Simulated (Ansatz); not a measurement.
# Run report: Ca12O, nudged elastic band (part 1 of 3)

Ca12O (slab, 13 atoms in the cell), computed with DFT PBE+D3(BJ), scalar-relativistic, plane waves, PAW, no spin polarisation (Ansatz 0.2.0).

The structure derives from an entry of the Crystallography Open Database. The run did not end well. The input holds or restrains some coordinates. It belongs to a series of runs on one base structure; here: climbing-image band for a hop of O. Figures and captions count atoms from 1; the log counts them from 0 in places.

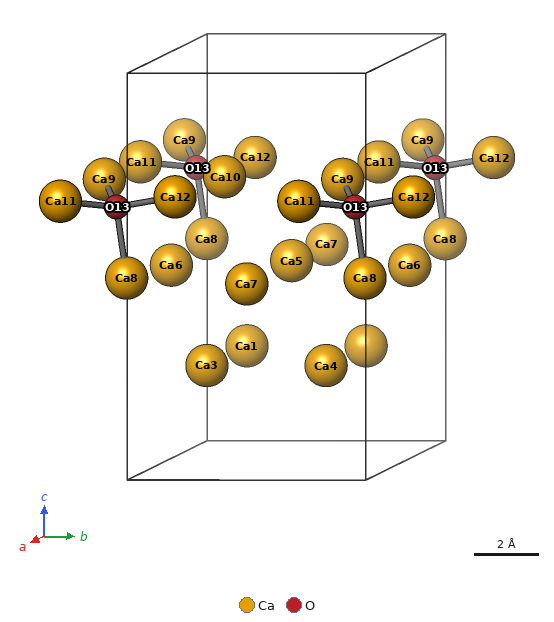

*The structure as given in the input (ball-and-stick view of the cell of the calculation, with the vacuum cut short, seen slightly off an axis; atoms are numbered from 1 in the order of the input).*

Input:
```yaml
crystal:
  lattice:
    - [7.4610487818, 0.0, 0.0]
    - [-2.4870162606, 7.0343442512, 0.0]
    - [0.0, 0.0, 25.0919208205]
  atoms:
    - { symbol: Ca, position: [0.25, 0.25, 0.3387544565] }
    - { symbol: Ca, position: [0.25, 0.75, 0.3387544565] }
    - { symbol: Ca, position: [0.75, 0.25, 0.3387544565] }
    - { symbol: Ca, position: [0.75, 0.75, 0.3387544565] }
    - { symbol: Ca, position: [0.4828243663, 0.5157798664, 0.4583231119] }
    - { symbol: Ca, position: [0.5059058699, 0.018923459, 0.4536644604] }
    - { symbol: Ca, position: [-0.0178561847, 0.4952613676, 0.4537419587] }
    - { symbol: Ca, position: [0.0018297869, -0.0019748973, 0.4621441208] }
    - { symbol: Ca, position: [0.737809753, 0.8157739894, 0.5740833344] }
    - { symbol: Ca, position: [0.6943039703, 0.3054815011, 0.5751502417] }
    - { symbol: Ca, position: [0.2100163587, 0.7901296185, 0.5697918893] }
    - { symbol: Ca, position: [0.1841384996, 0.2622234728, 0.5741111545] }
    - { symbol: O, position: [1.0338746659, 0.9661013093, 0.5537207895] }
basis:
  ecutwfc: 420
kpoints:
  mp_grid: { grid: [4, 4, 1] }
hamiltonian:
  xc: pbe
  dispersion: d3bj
scf:
  occupations: { method: gaussian, width: 0.1 }
output:
  forces: true
efield:
  axis: 3
  dipole_correction: true
  ramp_width: 0.04
neb:
  images: 5
  f_tol: 0.05
  max_iterations: 50
  order_check: false
  constraints: [{ sites: [0, 1, 2, 3] }]
  final_atoms:
    - { symbol: Ca, position: [0.25, 0.25, 0.3387544565] }
    - { symbol: Ca, position: [0.25, 0.75, 0.3387544565] }
    - { symbol: Ca, position: [0.75, 0.25, 0.3387544565] }
    - { symbol: Ca, position: [0.75, 0.75, 0.3387544565] }
    - { symbol: Ca, position: [0.4878448799, 0.4867498724, 0.4540517479] }
    - { symbol: Ca, position: [0.5104513608, -0.0096908374, 0.4614322325] }
    - { symbol: Ca, position: [-0.0091707683, 0.5096550645, 0.4581476727] }
    - { symbol: Ca, position: [0.0132442312, 0.0120119256, 0.4540534737] }
    - { symbol: Ca, position: [0.7174094571, 0.782210655, 0.5700626241] }
    - { symbol: Ca, position: [0.6899090588, 0.2535657759, 0.5734697318] }
    - { symbol: Ca, position: [0.2463433788, 0.8098737015, 0.5735979854] }
    - { symbol: Ca, position: [0.2010141613, 0.2988140488, 0.5760285264] }
    - { symbol: O, position: [1.5419630352, 0.9578330626, 0.552834318] }
```

Hardware: 4 threads of AMD EPYC (Zen 3), 192 GiB of memory available, shared host.

Command:
```bash
ansatz run input.yaml --threads 4 --pin off --max-ram 10240MiB --backend cpu --events-out ev --progress --plain --runs-dir out
```

What the program printed:
```
Warning: neb: disabling space-group detection — the band's intermediate images generally break the endpoint symmetry, so no spatial operation reduces the k-mesh or symmetrises the density, except that a semilocal band can use its path's symmetry ahead of convergence; time reversal is kept, so that k and −k are solved as one point where they differ and the mesh holds both, and exact exchange and, on two spinor components, a DFT+U term hold to it where the run has them: on two components no moment then forms, and a state that bears one, which a typed moment (crystal.atoms[].spin; refused beside efield: under a hybrid functional) reaches, can lie lower, under hf by electronvolts; crystal.symmetry.detect: false (a key that needs symmetry detection or time reversal refuses this as the deck is read) with time_reversal: false beside it drops time reversal too
Warning: between the path's two end points as given, atom 12 moves 3.812 Å, but a periodic copy of its final position lies 3.650 Å from its initial position (atoms with a nearer copy: 1). The path is placed between the positions as given. If the final geometry was wrapped back into the cell, it goes the long way round and its barrier is wrong: give each position of final_atoms that was wrapped, be it another atom's, in the copy that is meant, in a crystal or on a slab the one nearest to the atom's initial position, of atoms alone in their cell the one beside the others as in crystal.atoms, all in one place with crystal.atoms. If the atom really moves that far, or all atoms stand shifted by as much, ignore this warning
Engine: ansatz 0.2.0, x86_64-unknown-linux-gnu
Pseudopotentials: kind: paw
Pseudopotential: Ca, paw, valence charge 10, recommended cutoff 420 eV (normal), Ca.paw.azcp
Pseudopotential: O, paw, valence charge 6, recommended cutoff 420 eV (normal), O.paw.azcp
Functional definition: PBE
  parameter kappa = 0.804
  parameter beta = 0.06672455060314922
  exchange = pbe_x(kappa = kappa, mu = beta*pi^2/3)
  correlation = pbe_c(beta = beta)
parallel-image band execution: 4 concurrent image workers
NEB image 0
Crystal: 13 atoms, lattice volume = 1316.914 Å³
Basis set: ecut = 420 eV, 25793 PW (Γ), exchange–correlation on 100×100×360 points (8 copies of the dense FFT grid, shifted against one another)
Bands: 76, of which v1, the nominal top of the filled ones, is band 63 counted from 1 (62 counted from 0)
Symmetry: 1 space group operations
k-points: 10 of 16 (time reversal used)
Non-local potential: Ca, projectors of the file, l = 0: 3, l = 1: 2, l = 2: 2
Non-local potential: O, projectors of the file, l = 0: 2, l = 1: 2, l = 2: 1
PAW form: soft (Blöchl's): semilocal exchange-correlation on the pseudo side does not see the compensation charge
PAW one-centre angular grid: Ca, 110 points (default); XC on 64 Gauss nodes
PAW one-centre angular grid: O, 110 points (default); XC on 64 Gauss nodes
Initial density: superposition of atomic densities (neutral atoms: chi_scale 0, normalization atom), corrected by the library's trained network
Initial wavefunctions: pseudopotential atomic-orbital guess
Functional: x = pbe(κ = 0.804, μ = 0.2195149727645171), c = pbe(β = 0.06672455060314922)
SCF iter   1: F=—  HF=-22371.900100 eV  |F-HF|=—  |Δ(HF+E_count)|=         —  Δρ=2.60e-3  dr2=2.18e0  ethr=1.77e-3  p=0.093 e·Å  D=1.27e-2 V/Å  ΔV_dip=-0.32 eV  dr2_dipole=6.83e-1  V_vac-E_F(+/−)=2.56/2.88 eV  ⟨swp⟩=16.3  Hψ=4660  notcnv=0
efield: sawtooth ramp at fractional position 0.9374 (set: `efield.ramp_position`, or a place that a band, a saddle search or an elastic batch's reference lends), width 0.0400; the density the first Hamiltonian is built on has a dipole p = 0.093 e·Å; the dipole correction subtracts the counter field D = 1.27e-2 V/Å, which shifts the + side's vacuum level by -0.32 eV against the − side's; the planar-averaged density in the ramp window peaks in size at 2.3e-6 e/Å³
preconditioner: auto → LDOS  [metal: Δε(μ)=0.023 eV  Ē_g=2.552 eV  σ=0.100 eV  W_gap=0.13  n_scr=142 (ndim 8)  ℏωp=5.4 eV  f_vac=0.560  D(μ)=16.27/eV (n_scr^D=70)  β→1.0]
SCF iter   2: F=—  HF=-22371.811496 eV  |F-HF|=—  |Δ(HF+E_count)|=   8.86e-2  Δρ=1.20e-3  dr2=5.50e-2  ethr=1.73e-3  p=0.031 e·Å  D=4.21e-3 V/Å  ΔV_dip=-0.11 eV  dr2_dipole=2.03e-5  V_vac-E_F(+/−)=2.76/2.86 eV  ⟨swp⟩=1.2  Hψ=888  notcnv=0  defer=11
SCF iter   3: F=—  HF=-22371.812910 eV  |F-HF|=—  |Δ(HF+E_count)|=   1.41e-3  Δρ=7.48e-4  dr2=1.60e-2  ethr=4.36e-5  p=0.018 e·Å  D=2.45e-3 V/Å  ΔV_dip=-0.06 eV  dr2_dipole=5.24e-4  V_vac-E_F(+/−)=2.75/2.81 eV  ⟨swp⟩=2.3  Hψ=1267  notcnv=0  defer=23
SCF iter   4: F=—  HF=-22371.810484 eV  |F-HF|=—  |Δ(HF+E_count)|=   2.43e-3  Δρ=1.28e-4  dr2=8.03e-4  ethr=1.27e-5  p=0.017 e·Å  D=2.31e-3 V/Å  ΔV_dip=-0.06 eV  dr2_dipole=2.07e-4  V_vac-E_F(+/−)=2.75/2.81 eV  ⟨swp⟩=2.0  Hψ=1244  notcnv=0  defer=23
SCF iter   5: F=—  HF=-22371.810639 eV  |F-HF|=—  |Δ(HF+E_count)|=   1.55e-4  Δρ=4.45e-5  dr2=5.59e-5  ethr=6.38e-7  p=0.015 e·Å  D=2.00e-3 V/Å  ΔV_dip=-0.05 eV  dr2_dipole=3.51e-7  V_vac-E_F(+/−)=2.75/2.80 eV  ⟨swp⟩=2.3  Hψ=818  notcnv=0  defer=23
SCF iter   6: F=—  HF=-22371.811021 eV  |F-HF|=—  |Δ(HF+E_count)|=   3.82e-4  Δρ=2.05e-5  dr2=1.44e-5  ethr=4.43e-8  p=0.014 e·Å  D=1.92e-3 V/Å  ΔV_dip=-0.05 eV  dr2_dipole=3.39e-6  V_vac-E_F(+/−)=2.75/2.80 eV  ⟨swp⟩=2.3  Hψ=1248  notcnv=0  defer=21
SCF iter   7: F=—  HF=-22371.811021 eV  |F-HF|=—  |Δ(HF+E_count)|=   1.63e-7  Δρ=4.72e-6  dr2=6.61e-7  ethr=1.14e-8  p=0.014 e·Å  D=1.89e-3 V/Å  ΔV_dip=-0.05 eV  dr2_dipole=3.73e-8  V_vac-E_F(+/−)=2.75/2.79 eV  ⟨swp⟩=2.0  Hψ=1192  notcnv=0  defer=21
SCF iter   8: F=-22371.811021 eV  HF=-22371.811021 eV  |F-HF|=1.34e-8  |Δ(HF+E_count)|=   2.94e-7  Δρ=1.53e-6  dr2=6.39e-8  ethr=7.94e-11  p=0.014 e·Å  D=1.89e-3 V/Å  ΔV_dip=-0.05 eV  dr2_dipole=9.33e-10  V_vac-E_F(+/−)=2.75/2.79 eV  ⟨swp⟩=6.8  Hψ=2780  notcnv=0
SCF 1 converged in 8 iterations: F = -22371.811021 eV  dr2 = 6.39e-8
  greatest PAW one-centre occupation: 0.996 electrons in one spin orbital (limit 2), on the Ca atom at site 9 (counted from 0), in its partial waves of l = 0
NSCF: frozen V_eff on 10 k-points
NEB image 6
SCF iter   1: F=—  HF=-22371.902330 eV  |F-HF|=—  |Δ(HF+E_count)|=         —  Δρ=2.63e-3  dr2=2.30e0  ethr=1.77e-3  p=0.092 e·Å  D=1.27e-2 V/Å  ΔV_dip=-0.32 eV  dr2_dipole=7.34e-1  V_vac-E_F(+/−)=2.56/2.88 eV  ⟨swp⟩=16.1  Hψ=4731  notcnv=0
efield: sawtooth ramp at fractional position 0.9374 (set: `efield.ramp_position`, or a place that a band, a saddle search or an elastic batch's reference lends), width 0.0400; the density the first Hamiltonian is built on has a dipole p = 0.092 e·Å; the dipole correction subtracts the counter field D = 1.27e-2 V/Å, which shifts the + side's vacuum level by -0.32 eV against the − side's; the planar-averaged density in the ramp window peaks in size at 2.3e-6 e/Å³
preconditioner: auto → LDOS  [metal: Δε(μ)=0.025 eV  Ē_g=2.552 eV  σ=0.100 eV  W_gap=0.14  n_scr=142 (ndim 8)  ℏωp=5.4 eV  f_vac=0.560  D(μ)=16.55/eV (n_scr^D=72)  β→1.0]
SCF iter   2: F=—  HF=-22371.810651 eV  |F-HF|=—  |Δ(HF+E_count)|=   9.17e-2  Δρ=1.21e-3  dr2=5.21e-2  ethr=1.77e-3  p=0.030 e·Å  D=4.09e-3 V/Å  ΔV_dip=-0.10 eV  dr2_dipole=3.79e-5  V_vac-E_F(+/−)=2.76/2.86 eV  ⟨swp⟩=1.1  Hψ=881  notcnv=0  defer=6
SCF iter   3: F=—  HF=-22371.812568 eV  |F-HF|=—  |Δ(HF+E_count)|=   1.92e-3  Δρ=7.75e-4  dr2=1.74e-2  ethr=4.13e-5  p=0.016 e·Å  D=2.25e-3 V/Å  ΔV_dip=-0.06 eV  dr2_dipole=6.39e-4  V_vac-E_F(+/−)=2.75/2.81 eV  ⟨swp⟩=2.4  Hψ=1261  notcnv=0  defer=22
SCF iter   4: F=—  HF=-22371.809948 eV  |F-HF|=—  |Δ(HF+E_count)|=   2.62e-3  Δρ=1.36e-4  dr2=1.00e-3  ethr=1.38e-5  p=0.015 e·Å  D=2.09e-3 V/Å  ΔV_dip=-0.05 eV  dr2_dipole=2.71e-4  V_vac-E_F(+/−)=2.76/2.81 eV  ⟨swp⟩=2.0  Hψ=1196  notcnv=0  defer=22
SCF iter   5: F=—  HF=-22371.810094 eV  |F-HF|=—  |Δ(HF+E_count)|=   1.46e-4  Δρ=4.66e-5  dr2=6.55e-5  ethr=7.95e-7  p=0.013 e·Å  D=1.77e-3 V/Å  ΔV_dip=-0.04 eV  dr2_dipole=3.95e-7  V_vac-E_F(+/−)=2.76/2.80 eV  ⟨swp⟩=2.1  Hψ=815  notcnv=0  defer=22
SCF iter   6: F=—  HF=-22371.810419 eV  |F-HF|=—  |Δ(HF+E_count)|=   3.26e-4  Δρ=2.09e-5  dr2=1.52e-5  ethr=5.20e-8  p=0.012 e·Å  D=1.69e-3 V/Å  ΔV_dip=-0.04 eV  dr2_dipole=4.05e-6  V_vac-E_F(+/−)=2.76/2.80 eV  ⟨swp⟩=2.5  Hψ=1264  notcnv=0  defer=19
SCF iter   7: F=—  HF=-22371.810419 eV  |F-HF|=—  |Δ(HF+E_count)|=   1.34e-7  Δρ=4.66e-6  dr2=6.54e-7  ethr=1.21e-8  p=0.012 e·Å  D=1.65e-3 V/Å  ΔV_dip=-0.04 eV  dr2_dipole=1.18e-8  V_vac-E_F(+/−)=2.76/2.80 eV  ⟨swp⟩=2.0  Hψ=1108  notcnv=0  defer=19
SCF iter   8: F=-22371.810419 eV  HF=-22371.810419 eV  |F-HF|=1.69e-8  |Δ(HF+E_count)|=   2.65e-7  Δρ=1.60e-6  dr2=6.19e-8  ethr=7.94e-11  p=0.012 e·Å  D=1.65e-3 V/Å  ΔV_dip=-0.04 eV  dr2_dipole=4.31e-12  V_vac-E_F(+/−)=2.76/2.80 eV  ⟨swp⟩=7.0  Hψ=2807  notcnv=0
SCF 2 converged in 8 iterations: F = -22371.810419 eV  dr2 = 6.19e-8
[... from here on the iterations of each SCF are left out, up to the last one ...]
NSCF: frozen V_eff on 10 k-points
NEB end point (image 0): max|allowed force component| = 1.787e-2 eV/Å (the criterion of neb.relax_end_points is 1.000e-2)
NEB end point (image 6): max|allowed force component| = 1.986e-2 eV/Å (the criterion of neb.relax_end_points is 1.000e-2)
NEB image 1
efield: sawtooth ramp at fractional position 0.9374 (set: `efield.ramp_position`, or a place that a band, a saddle search or an elastic batch's reference lends), width 0.0400; the density the first Hamiltonian is built on has a dipole p = 0.076 e·Å; the dipole correction subtracts the counter field D = 1.04e-2 V/Å, which shifts the + side's vacuum level by -0.26 eV against the − side's; the planar-averaged density in the ramp window peaks in size at 2.4e-6 e/Å³
preconditioner: auto → LDOS  [metal: Δε(μ)=0.007 eV  Ē_g=2.508 eV  σ=0.100 eV  W_gap=0.04  n_scr=142 (ndim 8)  ℏωp=5.4 eV  f_vac=0.562  D(μ)=16.16/eV (n_scr^D=70)  β→1.0]
SCF 3 converged in 9 iterations: F = -22370.091567 eV  dr2 = 2.10e-8
NEB image 2
efield: sawtooth ramp at fractional position 0.9374 (set: `efield.ramp_position`, or a place that a band, a saddle search or an elastic batch's reference lends), width 0.0400; the density the first Hamiltonian is built on has a dipole p = 0.120 e·Å; the dipole correction subtracts the counter field D = 1.65e-2 V/Å, which shifts the + side's vacuum level by -0.41 eV against the − side's; the planar-averaged density in the ramp window peaks in size at 2.5e-6 e/Å³
preconditioner: auto → LDOS  [metal: Δε(μ)=0.021 eV  Ē_g=2.165 eV  σ=0.100 eV  W_gap=0.12  n_scr=142 (ndim 8)  ℏωp=5.0 eV  f_vac=0.566  D(μ)=15.06/eV (n_scr^D=64)  β→1.0]
SCF 4 converged in 11 iterations: F = -22362.960129 eV  dr2 = 3.23e-8
NEB image 3
efield: sawtooth ramp at fractional position 0.9374 (set: `efield.ramp_position`, or a place that a band, a saddle search or an elastic batch's reference lends), width 0.0400; the density the first Hamiltonian is built on has a dipole p = 0.462 e·Å; the dipole correction subtracts the counter field D = 6.35e-2 V/Å, which shifts the + side's vacuum level by -1.59 eV against the − side's; the planar-averaged density in the ramp window peaks in size at 5.4e-6 e/Å³
preconditioner: auto → LDOS  [metal: Δε(μ)=0.027 eV  Ē_g=2.256 eV  σ=0.100 eV  W_gap=0.15  n_scr=142 (ndim 8)  ℏωp=5.0 eV  f_vac=0.565  D(μ)=15.40/eV (n_scr^D=64)  β→1.0]
SCF 5 converged in 12 iterations: F = -22356.764413 eV  dr2 = 1.16e-8
NEB image 4
efield: sawtooth ramp at fractional position 0.9374 (set: `efield.ramp_position`, or a place that a band, a saddle search or an elastic batch's reference lends), width 0.0400; the density the first Hamiltonian is built on has a dipole p = 0.154 e·Å; the dipole correction subtracts the counter field D = 2.12e-2 V/Å, which shifts the + side's vacuum level by -0.53 eV against the − side's; the planar-averaged density in the ramp window peaks in size at 2.3e-6 e/Å³
preconditioner: auto → LDOS  [metal: Δε(μ)=0.007 eV  Ē_g=3.082 eV  σ=0.100 eV  W_gap=0.04  n_scr=142 (ndim 8)  ℏωp=5.4 eV  f_vac=0.564  D(μ)=15.92/eV (n_scr^D=66)  β→1.0]
SCF 6 converged in 11 iterations: F = -22362.745519 eV  dr2 = 4.75e-8
NEB image 5
efield: sawtooth ramp at fractional position 0.9374 (set: `efield.ramp_position`, or a place that a band, a saddle search or an elastic batch's reference lends), width 0.0400; the density the first Hamiltonian is built on has a dipole p = 0.074 e·Å; the dipole correction subtracts the counter field D = 1.02e-2 V/Å, which shifts the + side's vacuum level by -0.26 eV against the − side's; the planar-averaged density in the ramp window peaks in size at 2.2e-6 e/Å³
preconditioner: auto → LDOS  [metal: Δε(μ)=0.011 eV  Ē_g=2.493 eV  σ=0.100 eV  W_gap=0.06  n_scr=142 (ndim 8)  ℏωp=5.4 eV  f_vac=0.562  D(μ)=16.97/eV (n_scr^D=72)  β→1.0]
SCF 7 converged in 9 iterations: F = -22370.005938 eV  dr2 = 6.40e-8
NEB iter   1: max|band force component| = 5.191e1 eV/Å  barrier→ = 15.0466 eV  barrier← = 15.0460 eV  Δτ_max = 0.1593 Å  (68 SCF iters)
NEB image 1
Initial density: handed on by an earlier stage of this run
Initial wavefunctions: those handed on with the density
efield: sawtooth ramp at fractional position 0.9374 (set: `efield.ramp_position`, or a place that a band, a saddle search or an elastic batch's reference lends), width 0.0400; the density the first Hamiltonian is built on has a dipole p = 0.016 e·Å; the dipole correction subtracts the counter field D = 2.16e-3 V/Å, which shifts the + side's vacuum level by -0.05 eV against the − side's; the planar-averaged density in the ramp window peaks in size at 3.4e-7 e/Å³
preconditioner: auto → LDOS  [metal: Δε(μ)=0.016 eV  Ē_g=2.497 eV  σ=0.100 eV  W_gap=0.09  n_scr=142 (ndim 8)  ℏωp=5.4 eV  f_vac=0.562  D(μ)=15.44/eV (n_scr^D=64)  β→1.0]
SCF 8 converged in 9 iterations: F = -22371.068041 eV  dr2 = 9.44e-9
NEB image 2
efield: sawtooth ramp at fractional position 0.9374 (set: `efield.ramp_position`, or a place that a band, a saddle search or an elastic batch's reference lends), width 0.0400; the density the first Hamiltonian is built on has a dipole p = 0.008 e·Å; the dipole correction subtracts the counter field D = 1.10e-3 V/Å, which shifts the + side's vacuum level by -0.03 eV against the − side's; the planar-averaged density in the ramp window peaks in size at 4.2e-7 e/Å³
preconditioner: auto → LDOS  [metal: Δε(μ)=0.028 eV  Ē_g=2.450 eV  σ=0.100 eV  W_gap=0.15  n_scr=142 (ndim 8)  ℏωp=5.4 eV  f_vac=0.562  D(μ)=15.31/eV (n_scr^D=64)  β→1.0]
SCF 9 converged in 9 iterations: F = -22367.881197 eV  dr2 = 6.06e-8
NEB image 3
efield: sawtooth ramp at fractional position 0.9374 (set: `efield.ramp_position`, or a place that a band, a saddle search or an elastic batch's reference lends), width 0.0400; the density the first Hamiltonian is built on has a dipole p = -0.000 e·Å; the dipole correction subtracts the counter field D = -9.97e-6 V/Å, which shifts the + side's vacuum level by +0.00 eV against the − side's; the planar-averaged density in the ramp window peaks in size at 4.6e-7 e/Å³
preconditioner: auto → LDOS  [metal: Δε(μ)=0.010 eV  Ē_g=2.481 eV  σ=0.100 eV  W_gap=0.05  n_scr=142 (ndim 8)  ℏωp=5.4 eV  f_vac=0.562  D(μ)=15.10/eV (n_scr^D=64)  β→1.0]
SCF 10 converged in 10 iterations: F = -22365.335275 eV  dr2 = 1.88e-8
```
